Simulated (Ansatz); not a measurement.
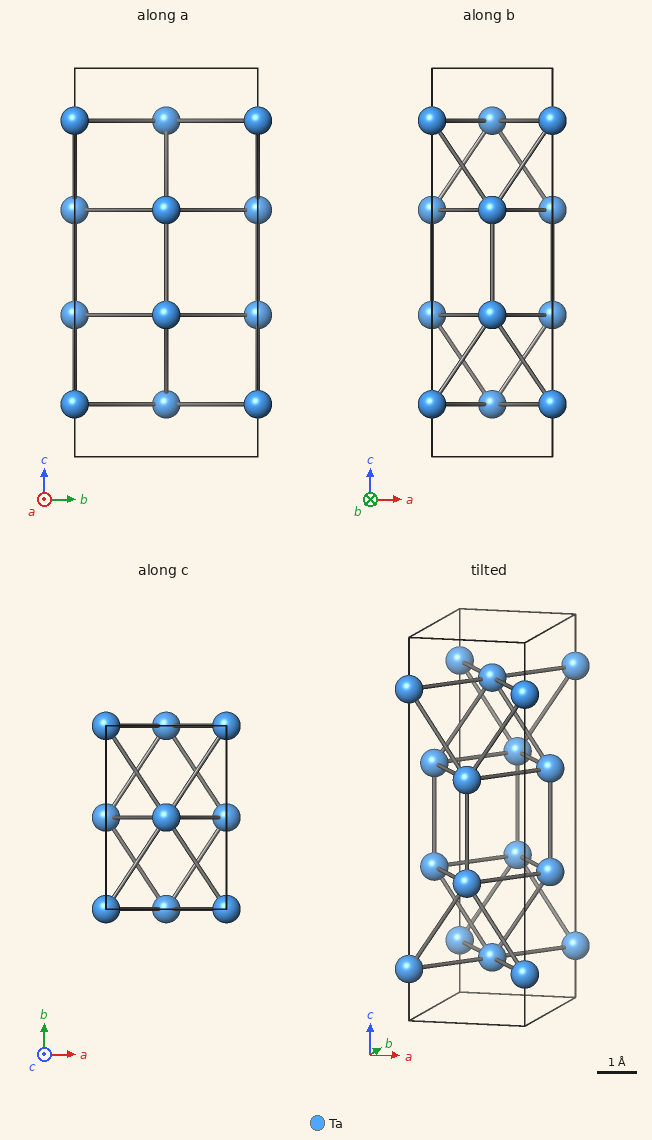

Ball-and-stick representation of a periodic structure, projected along the a axis, along the b axis, along the c axis and slightly off an axis. The conventional unit cell is outlined; an atom on or near a face, edge or corner is repeated at each equivalent position.

Lattice parameters: a = 3.1105 Å, b = 4.7308 Å, c = 10.0320 Å, α = 90.000°, β = 90.000°, γ = 90.000°.

Q: Give the structure in the form of a CIF with its space group and independent sites, with free fractional coordinates to two decimals.

A:
```cif
data_structure
_symmetry_space_group_name_H-M 'F m m m'
_symmetry_Int_Tables_number 69
_cell_length_a 3.1105
_cell_length_b 4.7308
_cell_length_c 10.0320
_cell_angle_alpha 90.000
_cell_angle_beta 90.000
_cell_angle_gamma 90.000
_cell_volume 147.62
loop_
_atom_site_label
_atom_site_type_symbol
_atom_site_symmetry_multiplicity
_atom_site_Wyckoff_symbol
_atom_site_fract_x
_atom_site_fract_y
_atom_site_fract_z
_atom_site_occupancy
Ta1 Ta 8 i 0.00 0.00 0.14 1
```

The model was built from a structure type filled with this element by a generator (whether the element takes this form wasn't checked). It is drawn as it came out of a relaxation with DFT PBEsol, scalar-relativistic, plane waves, PAW (Ansatz).
